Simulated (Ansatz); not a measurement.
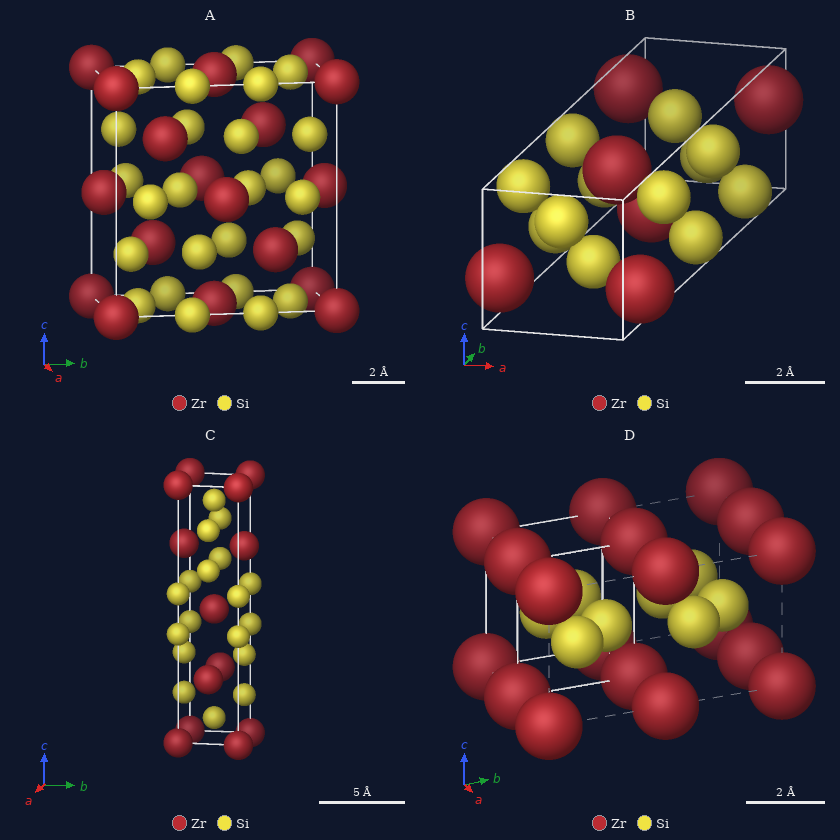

Four structures of ZrSi$_{2}$, each relaxed to rest (conventional cells in solid outline, small ones repeated, each panel with its own scale). Method: Ansatz, DFT PBE, scalar-relativistic, plane waves, PAW, without spin polarisation.

### Give the type and space group of each panel.

A: 24 atoms a cell on a face-centred orthorhombic lattice, Fddd; B: 12 atoms a cell on a base-centred orthorhombic lattice, Cmcm; C: 12 atoms a cell on a body-centred tetragonal lattice, I4_1/amd; D: AlB₂ type, P6/mmm.

### Which of these is lowest in energy, and how far above it do the others lie?

B, then A (+99 meV/atom), C (+332 meV/atom) and D (+361 meV/atom), energies at zero smearing.

### Collect the results in a table.

| panel | structure | E − E(lowest) (meV/atom) | volume (Å³/atom) | gap (eV) |
| --- | --- | --- | --- | --- |
| B | Cmcm | 0 | 16.8 | metal |
| A | Fddd | 99 | 16.7 | metal |
| C | I4_1/amd | 332 | 17.3 | metal |
| D | P6/mmm | 361 | 16.8 | metal |

Some of these may be structure types tried for this composition rather than known phases, and the most stable form need not be among them. Gaps are taken on the k-mesh or band path of each run.
